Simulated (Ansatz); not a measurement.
## Electronic structure of Sc$_{2}$AlN$_{2}$ in real space

The calculation's input:

```
crystal:
  lattice:
    - [-1.6540710246, 1.6540710246, 6.2893584245]
    - [1.6540710246, -1.6540710246, 6.2893584245]
    - [1.6540710246, 1.6540710246, -6.2893584245]
  atoms:
    - { symbol: Sc, position: [0.6621389399, 0.6621389399, 0.0] }
    - { symbol: Sc, position: [0.3378610601, 0.3378610601, 0.0] }
    - { symbol: Al, position: [0.0, 0.0, 0.0] }
    - { symbol: "N", position: [0.8392656565, 0.8392656565, 0.0] }
    - { symbol: "N", position: [0.1607343435, 0.1607343435, 0.0] }
basis:
  ecutwfc: 420
kpoints:
  mp_grid: { grid: [14, 14, 14] }
hamiltonian:
  xc: pbe
scf:
  occupations: { method: gaussian, width: 0.1 }
output:
  forces: true
  stress: true
  eigenvalues: true
  write_density: true
  write_potential: true
  elf: true
  volumetric_format: npy
relax:
  adjacent_minimum: "off"
  f_tol: 0.01
  max_steps: 30
  cell: { stress_tol: 0.1, fix: [volume] }
```

Launched as:

```sh
ansatz run input.yaml --threads 1 --pin off --max-ram 2560MiB --backend cpu --events-out ev --progress --plain --runs-dir out
```

Below, planes, directions and counts refer to the conventional cell (a = 3.31 Å, b = 3.31 Å, c = 12.58 Å, α = 90.00°, β = 90.00°, γ = 90.00°).

The fields are those of the relaxed geometry.

Space group I4/mmm; a structure from a database of computed crystals, not necessarily the ambient phase; a generated structure, not necessarily the stable one; changed on purpose from its base cell (volume × 1.10, shape and atoms relaxed); computed pressure about −12 GPa in this cell; computed without spin polarisation.

Method: DFT PBE, scalar-relativistic, plane waves, PAW in Ansatz.

In a PAW calculation such maps are meaningful between the atoms, not at the nuclei.

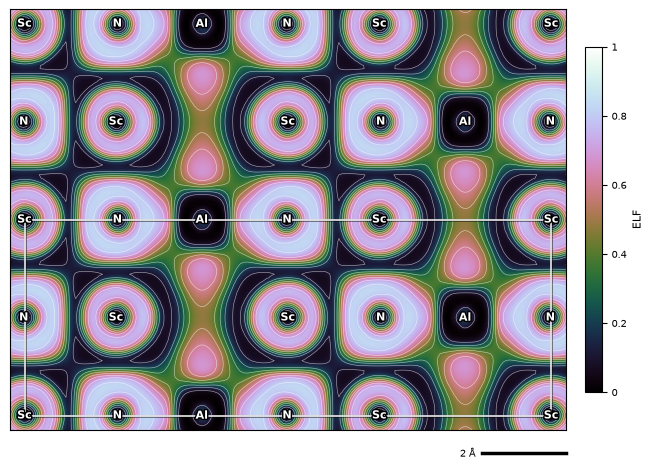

Figure 1. Electron localisation function on the (11̄0) plane of the conventional cell.

Question: Interpret the plot.

Answer: The section cuts through Sc, Al and N sites.
Al–N (2.03 Å): the ELF peaks at about 0.85 in the valence shell of N, 0.7 Å from its nucleus, and is about 0.75 at the midpoint.
Sc–N (2.21 Å): the ELF peaks at about 0.80 in the valence shell of N, 0.7 Å from its nucleus, and is about 0.20 at the midpoint; no localised pair shows between them.
Sc–N (2.34 Å): the ELF peaks at about 0.85 in the valence shell of N, 0.7 Å from its nucleus, and is about 0.15 at the midpoint; no shared electron pair shows on this line.
The features right at Sc lie inside the PAW spheres, where the map follows smoothed inner orbitals and isn't to be read closely.

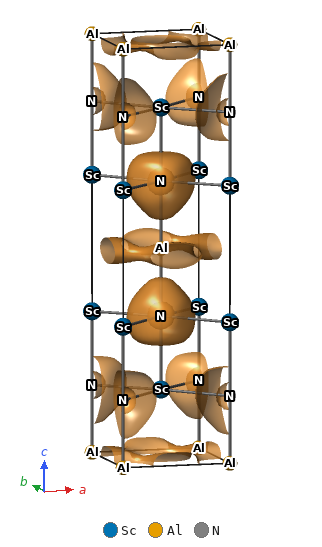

Figure 2. Isosurface of the electron localisation function at 0.65 (orange), seen slightly off an axis. Core shells and regions of very low density are left out. Sticks mark near contacts.

Question: Identify the bonds, lone pairs and shells in this picture.

Answer: The ELF exceeds this value in four regions on N in which the atom's valence shell and bonds are merged and sheets that run through the cell in two directions, counted in one cell of 10 atoms. Any copies at cell faces, edges or corners count once.

Question: Does the calculation make it a metal, or give it a gap?

Answer: It is gapless in this calculation (a metal or semimetal).
